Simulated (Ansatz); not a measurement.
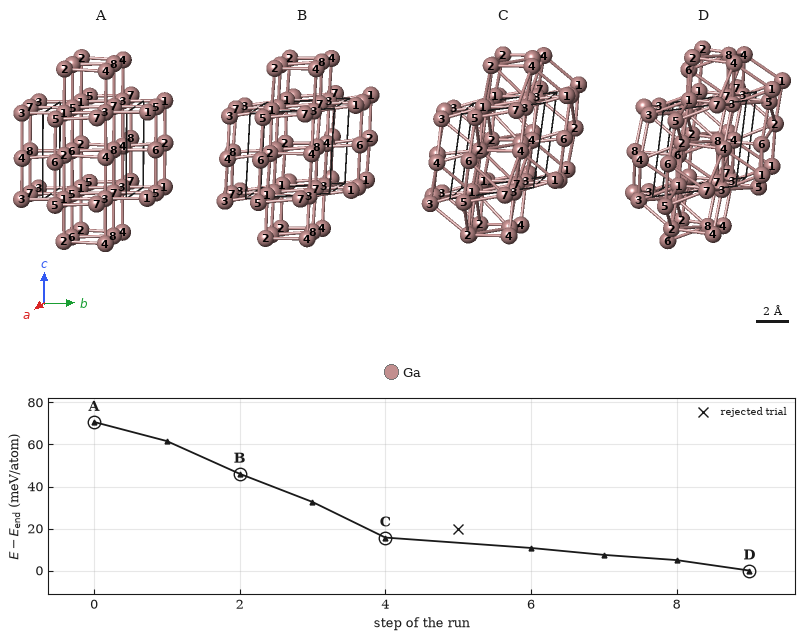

Frames of a relaxation of solid Ga (a generated structure, set up in P1) (coarse preliminary run), marked on the history of the run. A ball-and-stick model of the cell of the calculation, seen slightly off an axis.

These are results of DFT PBE, scalar-relativistic, plane waves, PAW in Ansatz 0.2.0, not measurements. Settings: plane-wave cutoff 420 eV; k-point mesh 4 × 4 × 4; occupations gaussian; smearing width 0.2 eV; no spin polarisation; cell and atoms relaxed; force threshold 0.025 eV/Å; at most 60 steps.

What happens along the run?

The run was cut off at its time limit before the relaxation converged, so the last structure is only a point on the way. The energy falls by 70.7 meV per atom in 8 accepted moves (9 points after the start). The largest force component goes from 0.41 to 0.066 eV/Å. Pressure: 0.31 GPa at the start and 0.02 GPa at the end. The line search rejected the trial step at point 5 of the run. The largest move relative to the cell is that of Ga1, 0.62 Å along [−1 2 3]. Cell: a 5.550 → 5.344 Å (−3.7 %), b 5.354 → 5.483 Å (+2.4 %), c 5.454 → 5.493 Å (+0.7 %), α 88.0° → 73.8°, β 91.2° → 87.3°, γ 90.4° → 81.7°. Volume −5.6 %. Among the contacts that change: Ga1–Ga6 3.895 → 2.948 Å, Ga3–Ga5 3.899 → 2.964 Å, Ga2–Ga3 3.758 → 2.842 Å, Ga2–Ga8 3.769 → 2.858 Å. Bond angles that change, for instance: Ga1–Ga5–Ga1 179.1° → 132.2°, Ga2–Ga6–Ga2 176.7° → 131.7°, Ga2–Ga6–Ga8 88.8° → 57.7°. The space group stays P1 (No. 1). From step 0 to 2: Ga4 moves most (0.20 Å), volume −1.9 %, energy −24.7 meV per atom. From step 2 to 4: Ga4 moves most (0.25 Å), volume −2.9 %, energy −30.4 meV per atom. From step 4 to 9: Ga6 moves most (0.48 Å), volume −0.9 %, energy −15.7 meV per atom.

| step | E − E(0), meV/atom | largest force component, eV/Å | pressure, GPa | volume, Å³/atom | note |
| --- | --- | --- | --- | --- | --- |
| 0 | 0.00 | 0.4121 | 0.31 | 20.242 |  |
| 1 | -9.10 | 0.1345 | 0.34 | 20.133 |  |
| 2 | -24.65 | 0.1580 | 0.20 | 19.863 |  |
| 3 | -38.07 | 0.1174 | 0.45 | 19.575 |  |
| 4 | -55.01 | 0.0708 | 0.35 | 19.293 |  |
| 5 | -50.88 | 0.1792 | 0.19 | 19.001 | rejected |
| 6 | -59.95 | 0.0555 | -0.01 | 19.319 |  |
| 7 | -63.25 | 0.0605 | -0.02 | 19.232 |  |
| 8 | -65.73 | 0.1895 | -0.10 | 19.207 |  |
| 9 | -70.71 | 0.0658 | 0.02 | 19.116 |  |
